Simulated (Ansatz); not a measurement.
**Run report: WSe2, single-point calculation (part 2 of 2)**

WSe2 (3 atoms in the cell); density functional or hybrid calculation with the settings of its input, plane waves, no spin polarisation (Ansatz 0.2.0); cutoff 420 eV, 4×4×4 k-mesh, Fermi–Dirac smearing of 0.02 eV. The structure was built on a prototype by a generator. The geometry comes from this level: r2scan-rvv10. It belongs to a series of runs on one base structure; here: hamiltonian.xc.exx = 0.4 0.2078.

Geometry of the input (Å; fractional positions):
```
1.6433  0.9488  6.4973
-1.6433  0.9488  6.4973
0.0000  -1.8975  6.4973
W  0.0000  0.0000  0.0000
Se 0.2463  0.2463  0.2463
Se 0.7537  0.7537  0.7537
```

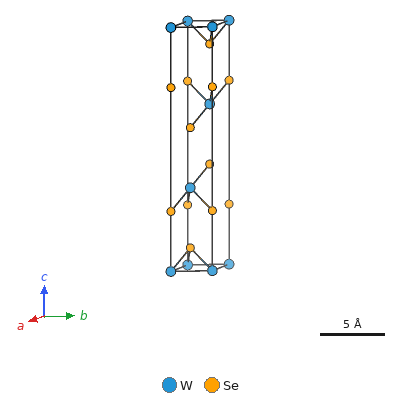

The structure (ball-and-stick view of the cell 3 times as large as that of the calculation, set on its symmetry axes, seen slightly off an axis).

Log, continued:
```
SCF iter   1: F=—  HF=-21329.721119 eV  |F-HF|=—  |Δ(HF+E_count)|=         —  Δρ=3.80e-5  dr2=2.71e-6  ethr=1.38e-7  ⟨swp⟩=2.8  Hψ=715  notcnv=0
preconditioner: auto → none  [insulator: Δε(μ)=0.098 eV  Ē_g=10.165 eV  σ=0.020 eV  W_gap=0.72  n_scr=22 (ndim 8)  ℏωp=20.2 eV  f_vac=0.031  D(μ)=2.71/eV (n_scr^D=28)]
SCF iter   2: F=—  HF=-21329.721121 eV  |F-HF|=—  |Δ(HF+E_count)|=   1.66e-6  Δρ=3.90e-5  dr2=3.24e-6  ethr=2.68e-9  ⟨swp⟩=4.0  Hψ=865  notcnv=0
SCF iter   3: F=—  HF=-21329.721121 eV  |F-HF|=—  |Δ(HF+E_count)|=   2.72e-7  Δρ=4.16e-5  dr2=4.02e-6  ethr=2.68e-9  ⟨swp⟩=3.5  Hψ=757  notcnv=0
SCF iter   4: F=—  HF=-21329.721122 eV  |F-HF|=—  |Δ(HF+E_count)|=   1.32e-6  Δρ=1.55e-5  dr2=4.04e-7  ethr=2.68e-9  ⟨swp⟩=3.4  Hψ=820  notcnv=0
SCF iter   5: F=—  HF=-21329.721122 eV  |F-HF|=—  |Δ(HF+E_count)|=   1.41e-7  Δρ=6.41e-6  dr2=5.69e-8  ethr=5.70e-10  ⟨swp⟩=3.5  Hψ=772  notcnv=0
SCF iter   6: F=—  HF=-21329.721122 eV  |F-HF|=—  |Δ(HF+E_count)|=   1.74e-8  Δρ=1.76e-6  dr2=7.52e-9  ethr=8.08e-11  ⟨swp⟩=3.2  Hψ=830  notcnv=0
SCF iter   7: F=—  HF=-21329.721122 eV  |F-HF|=—  |Δ(HF+E_count)|=   1.48e-9  Δρ=9.70e-7  dr2=1.62e-9  ethr=1.07e-11  ⟨swp⟩=3.2  Hψ=755  notcnv=0
SCF iter   8: F=-21329.721122 eV  HF=-21329.721122 eV  |F-HF|=1.24e-10  |Δ(HF+E_count)|=  1.09e-11  Δρ=2.37e-7  dr2=1.37e-10  ethr=2.31e-12  ⟨swp⟩=4.0  Hψ=845  notcnv=0
SCF 5 converged in 8 iterations: F = -21329.721122 eV  dr2 = 1.37e-10
  Residual-converged pass: ⟨swp⟩=3.8  Hψ=853  notcnv=0  max |occ|·‖R‖ = 2.6e-7 eV (tolerance 2.7e-7 eV)  dr2=1.37e-10  dr2_onsite=2.35e-11  max |Δocc| = 2.8e-13
hybrid outer 4: dexx = +9.602e-6 eV, tail = 7.66e-8 eV, Δε = 3.40e-3 eV (about 4.59e-4 eV left of the loop's levels), ΔF = 3.77e-3 eV/Å (tail 6.02e-4)
Exchange kernel: α = 0.4000, screened, ω = 0.2078 Å⁻¹, Wigner–Seitz truncation, v(0) = 1010.1242 eV·Å³, q-mesh 4×4×4, nearest image of the exchange supercell L = 13.15 Å, pair-density grid 20×20×45, without the augmentation charges, whose exchange is taken in its separable form by FFT convolution over the k-point mesh (the finest that the files' search goes to), smooth part of the exact exchange by density-matrix convolution
Frozen-core exchange: fock
iter 1 solved again at ethr=9.56e-7 eV; its pass at ethr=1.00e-1 eV (dr2=4.40e-4 eV) is discarded
SCF iter   1: F=—  HF=-21329.721134 eV  |F-HF|=—  |Δ(HF+E_count)|=         —  Δρ=5.66e-4  dr2=4.81e-4  ethr=9.56e-7  ⟨swp⟩=2.2  Hψ=1055  notcnv=0
preconditioner: auto → none  [insulator: Δε(μ)=0.077 eV  Ē_g=10.168 eV  σ=0.020 eV  W_gap=0.65  n_scr=22 (ndim 8)  ℏωp=20.2 eV  f_vac=0.031  D(μ)=2.83/eV (n_scr^D=28)]
SCF iter   2: F=—  HF=-21329.721417 eV  |F-HF|=—  |Δ(HF+E_count)|=   2.82e-4  Δρ=1.05e-3  dr2=3.03e-3  ethr=9.56e-7  ⟨swp⟩=3.8  Hψ=835  notcnv=0  recentre
iter 3 solved again at ethr=2.55e-8 eV; its pass at ethr=9.56e-7 eV (dr2=1.17e-5 eV) is discarded
SCF iter   3: F=—  HF=-21329.721062 eV  |F-HF|=—  |Δ(HF+E_count)|=   3.55e-4  Δρ=1.32e-4  dr2=9.35e-5  ethr=2.55e-8  ⟨swp⟩=2.2  Hψ=1445  notcnv=0
SCF iter   4: F=—  HF=-21329.721059 eV  |F-HF|=—  |Δ(HF+E_count)|=   2.82e-6  Δρ=2.29e-5  dr2=9.31e-5  ethr=2.55e-8  ⟨swp⟩=2.4  Hψ=664  notcnv=0
SCF iter   5: F=—  HF=-21329.721123 eV  |F-HF|=—  |Δ(HF+E_count)|=   6.44e-5  Δρ=2.75e-4  dr2=1.69e-4  ethr=2.40e-10  ⟨swp⟩=4.8  Hψ=1276  notcnv=0
SCF iter   6: F=—  HF=-21329.721104 eV  |F-HF|=—  |Δ(HF+E_count)|=   1.90e-5  Δρ=1.08e-5  dr2=8.81e-6  ethr=2.40e-10  ⟨swp⟩=4.9  Hψ=1278  notcnv=0
SCF iter   7: F=—  HF=-21329.721117 eV  |F-HF|=—  |Δ(HF+E_count)|=   1.26e-5  Δρ=1.08e-4  dr2=2.47e-5  ethr=1.35e-10  ⟨swp⟩=4.0  Hψ=1035  notcnv=0
SCF iter   8: F=—  HF=-21329.721114 eV  |F-HF|=—  |Δ(HF+E_count)|=   2.53e-6  Δρ=3.15e-6  dr2=3.25e-6  ethr=1.35e-10  ⟨swp⟩=5.0  Hψ=1090  notcnv=0
Mixer restart at iter 8: flushing history
SCF iter   9: F=—  HF=-21329.721119 eV  |F-HF|=—  |Δ(HF+E_count)|=   5.02e-6  Δρ=6.62e-5  dr2=9.22e-6  ethr=1.68e-11  ⟨swp⟩=4.9  Hψ=1221  notcnv=0
SCF iter  10: F=—  HF=-21329.721125 eV  |F-HF|=—  |Δ(HF+E_count)|=   5.75e-6  Δρ=1.08e-4  dr2=3.06e-5  ethr=1.68e-11  ⟨swp⟩=5.0  Hψ=1473  notcnv=0  recentre
SCF iter  11: F=—  HF=-21329.721120 eV  |F-HF|=—  |Δ(HF+E_count)|=   5.11e-6  Δρ=4.53e-5  dr2=4.85e-6  ethr=1.68e-11  ⟨swp⟩=5.0  Hψ=1454  notcnv=0
SCF iter  12: F=—  HF=-21329.721122 eV  |F-HF|=—  |Δ(HF+E_count)|=   1.63e-6  Δρ=1.48e-5  dr2=5.51e-7  ethr=1.68e-11  ⟨swp⟩=5.1  Hψ=1367  notcnv=0
SCF iter  13: F=-21329.721122 eV  HF=-21329.721122 eV  |F-HF|=4.25e-9  |Δ(HF+E_count)|=   4.38e-7  Δρ=3.37e-6  dr2=1.43e-8  ethr=1.68e-11  ⟨swp⟩=4.9  Hψ=1259  notcnv=0
SCF 6 converged in 13 iterations: F = -21329.721122 eV  dr2 = 1.43e-8
  Residual-converged pass: ⟨swp⟩=2.0  Hψ=470  notcnv=0  max |occ|·‖R‖ = 6.5e-6 eV (tolerance 6.7e-6 eV)  dr2=1.43e-8  dr2_onsite=2.29e-10  max |Δocc| = 2.7e-12
hybrid outer 1: dexx = +1.479e-4 eV, tail = 1.56e-6 eV
Exchange kernel: α = 0.4000, screened, ω = 0.2078 Å⁻¹, Wigner–Seitz truncation, v(0) = 1010.1242 eV·Å³, q-mesh 4×4×4, nearest image of the exchange supercell L = 13.15 Å, pair-density grid 20×20×45, without the augmentation charges, whose exchange is taken in its separable form by FFT convolution over the k-point mesh (the finest that the files' search goes to), smooth part of the exact exchange by density-matrix convolution
Frozen-core exchange: fock
SCF iter   1: F=—  HF=-21329.721122 eV  |F-HF|=—  |Δ(HF+E_count)|=         —  Δρ=6.22e-6  dr2=2.00e-8  ethr=1.70e-8  ⟨swp⟩=2.5  Hψ=709  notcnv=0
preconditioner: auto → none  [insulator: Δε(μ)=0.101 eV  Ē_g=10.166 eV  σ=0.020 eV  W_gap=0.73  n_scr=22 (ndim 8)  ℏωp=20.2 eV  f_vac=0.031  D(μ)=2.72/eV (n_scr^D=28)]
SCF iter   2: F=—  HF=-21329.721122 eV  |F-HF|=—  |Δ(HF+E_count)|=   2.08e-8  Δρ=6.66e-6  dr2=7.28e-8  ethr=3.58e-11  ⟨swp⟩=4.1  Hψ=1053  notcnv=0
SCF iter   3: F=—  HF=-21329.721122 eV  |F-HF|=—  |Δ(HF+E_count)|=   1.49e-9  Δρ=3.93e-6  dr2=5.18e-9  ethr=3.58e-11  ⟨swp⟩=3.3  Hψ=752  notcnv=0
SCF iter   4: F=-21329.721122 eV  HF=-21329.721122 eV  |F-HF|=3.09e-10  |Δ(HF+E_count)|=   5.34e-9  Δρ=1.07e-6  dr2=4.66e-10  ethr=8.48e-12  ⟨swp⟩=3.2  Hψ=842  notcnv=0
SCF 7 converged in 4 iterations: F = -21329.721122 eV  dr2 = 4.66e-10
  Residual-converged pass: ⟨swp⟩=3.9  Hψ=984  notcnv=0  max |occ|·‖R‖ = 2.6e-7 eV (tolerance 2.7e-7 eV)  dr2=4.74e-10  dr2_onsite=5.36e-11  max |Δocc| = 1.1e-12
hybrid outer 2: dexx = +5.416e-8 eV, tail = 1.72e-9 eV, Δε = 2.30e-4 eV (about 3.28e-5 eV left of the loop's levels), ΔF = 2.04e-4 eV/Å (tail 2.19e-4)
exact exchange: an outer loop of this run ended on a state whose frontier levels can be filled otherwise, and a further loop was made from that state with electrons moved between them. It converged no lower than the two loops' stops tell apart, in 17 SCF iterations, so its state is not used
Exchange kernel: α = 0.4000, screened, ω = 0.2078 Å⁻¹, Wigner–Seitz truncation, v(0) = 1010.1242 eV·Å³, q-mesh 4×4×4, nearest image of the exchange supercell L = 13.15 Å, pair-density grid 20×20×45, without the augmentation charges, whose exchange is taken in its separable form by FFT convolution over the k-point mesh (the finest that the files' search goes to), smooth part of the exact exchange by density-matrix convolution
Frozen-core exchange: fock
iter 1 solved again at ethr=1.95e-5 eV; its pass at ethr=1.00e-1 eV (dr2=8.99e-3 eV) is discarded
SCF iter   1: F=—  HF=-21329.721908 eV  |F-HF|=—  |Δ(HF+E_count)|=         —  Δρ=2.55e-3  dr2=9.82e-3  ethr=1.95e-5  ⟨swp⟩=2.2  Hψ=1055  notcnv=0
preconditioner: auto → none  [insulator: Δε(μ)=0.114 eV  Ē_g=10.161 eV  σ=0.020 eV  W_gap=0.88  n_scr=22 (ndim 8)  ℏωp=20.2 eV  f_vac=0.031  D(μ)=0.92/eV (n_scr^D=2)]
SCF iter   2: F=—  HF=-21329.725650 eV  |F-HF|=—  |Δ(HF+E_count)|=   3.74e-3  Δρ=4.30e-3  dr2=5.49e-2  ethr=1.95e-5  ⟨swp⟩=3.4  Hψ=883  notcnv=0  recentre
iter 3 solved again at ethr=6.00e-7 eV; its pass at ethr=1.95e-5 eV (dr2=2.76e-4 eV) is discarded
SCF iter   3: F=—  HF=-21329.720423 eV  |F-HF|=—  |Δ(HF+E_count)|=   5.23e-3  Δρ=6.91e-4  dr2=4.43e-4  ethr=6.00e-7  ⟨swp⟩=2.1  Hψ=1485  notcnv=0
SCF iter   4: F=—  HF=-21329.720598 eV  |F-HF|=—  |Δ(HF+E_count)|=   1.75e-4  Δρ=6.12e-4  dr2=1.15e-3  ethr=6.00e-7  ⟨swp⟩=3.1  Hψ=781  notcnv=0  recentre
SCF iter   5: F=—  HF=-21329.720733 eV  |F-HF|=—  |Δ(HF+E_count)|=   1.36e-4  Δρ=4.79e-4  dr2=1.04e-3  ethr=6.00e-7  ⟨swp⟩=3.0  Hψ=700  notcnv=0
SCF iter   6: F=—  HF=-21329.720938 eV  |F-HF|=—  |Δ(HF+E_count)|=   2.05e-4  Δρ=1.65e-4  dr2=1.02e-4  ethr=6.00e-7  ⟨swp⟩=3.5  Hψ=773  notcnv=0
SCF iter   7: F=—  HF=-21329.721060 eV  |F-HF|=—  |Δ(HF+E_count)|=   1.21e-4  Δρ=6.77e-5  dr2=1.78e-5  ethr=5.75e-8  ⟨swp⟩=4.0  Hψ=867  notcnv=0
SCF iter   8: F=-21329.721115 eV  HF=-21329.721121 eV  |F-HF|=5.85e-6  |Δ(HF+E_count)|=   6.12e-5  Δρ=1.21e-4  dr2=9.69e-6  ethr=1.41e-8  ⟨swp⟩=4.2  Hψ=1096  notcnv=0
SCF iter   9: F=-21329.721119 eV  HF=-21329.721121 eV  |F-HF|=1.39e-6  |Δ(HF+E_count)|=   3.80e-7  Δρ=4.18e-5  dr2=2.87e-6  ethr=1.41e-8  ⟨swp⟩=3.1  Hψ=782  notcnv=0
SCF iter  10: F=-21329.721120 eV  HF=-21329.721122 eV  |F-HF|=1.37e-6  |Δ(HF+E_count)|=   1.09e-6  Δρ=3.13e-5  dr2=1.87e-6  ethr=3.37e-9  ⟨swp⟩=3.5  Hψ=742  notcnv=0
SCF iter  11: F=-21329.721122 eV  HF=-21329.721122 eV  |F-HF|=3.08e-8  |Δ(HF+E_count)|=   5.78e-8  Δρ=6.31e-6  dr2=4.15e-8  ethr=3.12e-9  ⟨swp⟩=3.0  Hψ=713  notcnv=0
SCF 8 converged in 11 iterations: F = -21329.721122 eV  dr2 = 4.15e-8
  Residual-converged pass: ⟨swp⟩=3.5  Hψ=907  notcnv=0  max |occ|·‖R‖ = 6.5e-6 eV (tolerance 6.7e-6 eV)  dr2=3.93e-8  dr2_onsite=9.23e-9  max |Δocc| = 5.3e-10
hybrid outer 1: dexx = +2.915e-3 eV, tail = 3.02e-5 eV
Exchange kernel: α = 0.4000, screened, ω = 0.2078 Å⁻¹, Wigner–Seitz truncation, v(0) = 1010.1242 eV·Å³, q-mesh 4×4×4, nearest image of the exchange supercell L = 13.15 Å, pair-density grid 20×20×45, without the augmentation charges, whose exchange is taken in its separable form by FFT convolution over the k-point mesh (the finest that the files' search goes to), smooth part of the exact exchange by density-matrix convolution
Frozen-core exchange: fock
SCF iter   1: F=—  HF=-21329.721122 eV  |F-HF|=—  |Δ(HF+E_count)|=         —  Δρ=1.20e-5  dr2=1.19e-7  ethr=3.28e-7  ⟨swp⟩=2.5  Hψ=708  notcnv=0
SCF iter   2: F=—  HF=-21329.721122 eV  |F-HF|=—  |Δ(HF+E_count)|=   2.58e-7  Δρ=1.28e-5  dr2=4.58e-7  ethr=2.45e-10  ⟨swp⟩=4.0  Hψ=1225  notcnv=0
SCF iter   3: F=—  HF=-21329.721122 eV  |F-HF|=—  |Δ(HF+E_count)|=   3.84e-8  Δρ=4.35e-6  dr2=7.24e-9  ethr=2.45e-10  ⟨swp⟩=3.1  Hψ=742  notcnv=0
SCF iter   4: F=—  HF=-21329.721122 eV  |F-HF|=—  |Δ(HF+E_count)|=   2.67e-9  Δρ=2.23e-6  dr2=6.97e-9  ethr=1.04e-11  ⟨swp⟩=3.8  Hψ=811  notcnv=0
SCF iter   5: F=—  HF=-21329.721122 eV  |F-HF|=—  |Δ(HF+E_count)|=   1.64e-9  Δρ=8.10e-7  dr2=1.47e-9  ethr=1.04e-11  ⟨swp⟩=3.2  Hψ=789  notcnv=0
SCF iter   6: F=-21329.721122 eV  HF=-21329.721122 eV  |F-HF|=1.46e-11  |Δ(HF+E_count)|=  1.09e-10  Δρ=3.22e-7  dr2=6.64e-11  ethr=2.70e-12  ⟨swp⟩=3.4  Hψ=736  notcnv=0
SCF 9 converged in 6 iterations: F = -21329.721122 eV  dr2 = 6.64e-11
  Residual-converged pass: ⟨swp⟩=3.8  Hψ=938  notcnv=0  max |occ|·‖R‖ = 2.5e-7 eV (tolerance 2.7e-7 eV)  dr2=6.45e-11  dr2_onsite=4.09e-12  max |Δocc| = 4.2e-12
```

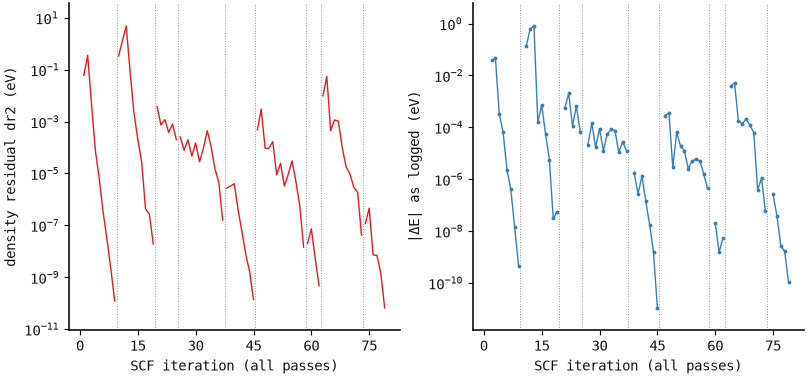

Convergence of the self-consistent field: density residual dr2 and size of the energy change against the SCF iteration. The run starts with a semilocal functional; after that each stretch between dotted lines is one SCF of the hybrid functional between two exact rebuilds of the exchange operator by the outer loop. Early passes are stopped at a loose threshold. The 9 passes take 4 to 13 iterations each, 79 in all.

```
hybrid outer 2: dexx = +1.001e-7 eV, tail = 5.20e-9 eV, Δε = 1.19e-3 eV (about 6.37e-5 eV left of the loop's levels), ΔF = 1.55e-3 eV/Å (tail 4.70e-4)
exact exchange: an outer loop of this run ended on a state whose frontier levels can be filled otherwise, and a further loop was made from that state with electrons moved between them. It converged no lower than the two loops' stops tell apart, in 17 SCF iterations, so its state is not used
hybrid SCF converged: 4 outer / 36 inner (+9 warm-up), last move |dexx| = 9.60e-6 eV, tail = 7.66e-8 eV
Stability not checked: this state was not tested for a lower state beside it, because the functional holds exact exchange (a hybrid, or Hartree-Fock), whose exchange loop this test does not read (fock_operator; see scf.lower_state_search)
Free energy (F): -21329.721122 eV
Frozen-core exchange: fock
Harris-Foulkes:  -21329.721122 eV  (|F-HF|=1.24e-10)
Internal energy: -21329.717387 eV  (E = F + TS)
E sigma→0 (E₀):  -21329.719255 eV
Entropy (-TS):   -0.003735 eV (-1.245 meV/atom)
Fermi energy:    13.296825 eV
--- Per-component energies (eV) ---
  E_band       = -1047.137868
  E_kinetic    = 683.319464
  E_local      = -5619.660421  (includes V_loc(G=0)·N_el)
  E_nonlocal   = -1189.174051
  E_hartree    = 2700.382335
  E_xc         = -322.532110
  E_vxc        = -293.985666  (∫ρ·V_xc dr)
  E_exx        = -283.211284  (= α·E_x^exact, valence–valence)
  E_paw        = -12254.354007  (= ΣΔE_a)
  E_vpaw       = 538.022161  (= ΣTr[D̂ρ^β])
  E_aug_tail   = -0.001250  (compensation charges beyond the density's cutoff)
  E_ewald      = -5036.436726
  E_core_change = -8.049339  (= ΣΔE_core)
  E_smearing   = -0.003735  (= −TS)
  E_closure    = -0.000000  (closes the sum)
  Σ components = -21329.721122   (vs F -21329.721122, Δ=0.00e0)
--- Forces (eV/Å), atoms counted from 1 ---
  atom   1  W     -0.00000000    -0.00000000    -0.00000000
  atom   2  Se     0.00000000    -0.00000000     0.25362250
  atom   3  Se    -0.00000000     0.00000000    -0.25362250
  max |Σ_I F_I| component: 1.81e-19 eV/Å
--- Stress (GPa, compression-positive) ---
       -4.010447       0.000000       0.000000
        0.000000      -4.010447       0.000000
        0.000000       0.000000      -1.903323
  P = ⅓ Tr σ = -3.3081 GPa (-33.081 kbar)
--- Band table (eV; the first three rows and the last of 13) ---
  k-point 0: bands = ["-68.0408", "-41.8459", "-41.8459", "-41.8455", "-41.8455", "-41.8202", "-41.8202", "-41.8194", "-41.8194", "-41.8099", "-41.8091", "-30.0903", "-29.9193", "-29.9193", "-5.2806", "-3.4955", "4.0088", "8.9204", "8.9204", "10.6455", "11.2865", "12.1952", "12.1952", "13.4869", "13.4869", "17.5960", "17.5960"]
  k-point 1: bands = ["-68.0321", "-41.8458", "-41.8455", "-41.8433", "-41.8430", "-41.8216", "-41.8205", "-41.8202", "-41.8199", "-41.8085", "-41.8079", "-30.0969", "-30.0572", "-29.9601", "-4.2045", "-3.1032", "5.3606", "7.1409", "7.8061", "9.0017", "10.1528", "10.9727", "11.0392", "14.0557", "14.7620", "16.9933", "17.2823"]
  k-point 2: bands = ["-68.0234", "-41.8462", "-41.8451", "-41.8407", "-41.8406", "-41.8227", "-41.8210", "-41.8208", "-41.8204", "-41.8070", "-41.8069", "-30.2696", "-30.0216", "-29.9986", "-3.0388", "-2.1859", "4.2832", "6.2086", "6.6953", "8.3532", "9.1476", "10.4643", "11.2862", "15.4384", "16.2327", "17.3896", "17.7157"]
  k-point 12: bands = ["-68.0408", "-41.8458", "-41.8458", "-41.8456", "-41.8456", "-41.8199", "-41.8199", "-41.8198", "-41.8198", "-41.8095", "-41.8094", "-30.0906", "-29.9193", "-29.9193", "-4.9524", "-4.0261", "5.3897", "7.7752", "8.9635", "8.9635", "12.2123", "12.2123", "12.6021", "13.2655", "13.2655", "17.8081", "17.8081"]
```

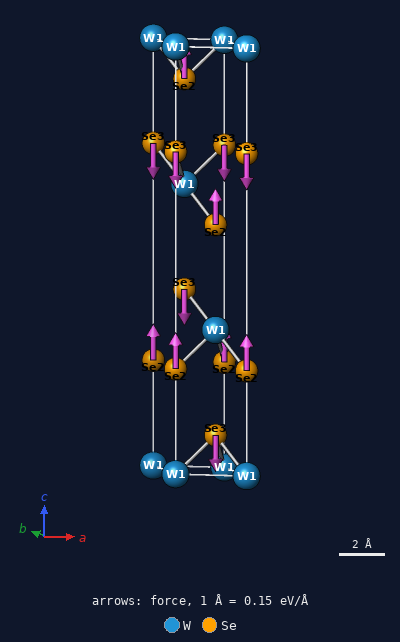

Forces on the atoms as pink arrows (ball-and-stick view of the cell 3 times as large as that of the calculation, set on its symmetry axes, seen slightly off an axis; atoms are numbered from 1 in the order of the input). The largest act on Se2, Se3 (0.25 eV/Å). 

Key numbers:

```json
{"quantity": "outcome", "value": "converged"}
{"quantity": "space group (tolerance 0.01 Å)", "value": "R-3m (166)"}
{"quantity": "electrons treated", "value": "46"}
{"quantity": "free energy", "value": "−21329.7211 eV"}
{"quantity": "Fermi energy", "value": "13.297 eV"}
{"quantity": "band gap", "value": "none (metallic)"}
{"quantity": "pressure", "value": "−3.31 GPa"}
{"quantity": "largest force (length of the vector)", "value": "0.254 eV/Å"}
{"quantity": "wall time", "value": "1.7 min (CPU time 5.6 min)"}
{"quantity": "peak memory", "value": "1.1 GiB"}
```

Settings chosen away from the usual ones: hamiltonian.xc.exx = 0.4 0.2078. The program warns: the exchange loop's threshold is looser than advised for the stress; the SCF threshold is looser than advised for the printed stress. Spin–orbit coupling is left out, which matters for W. The k-point mesh is coarse for a cell of this size, so the results may not be converged.
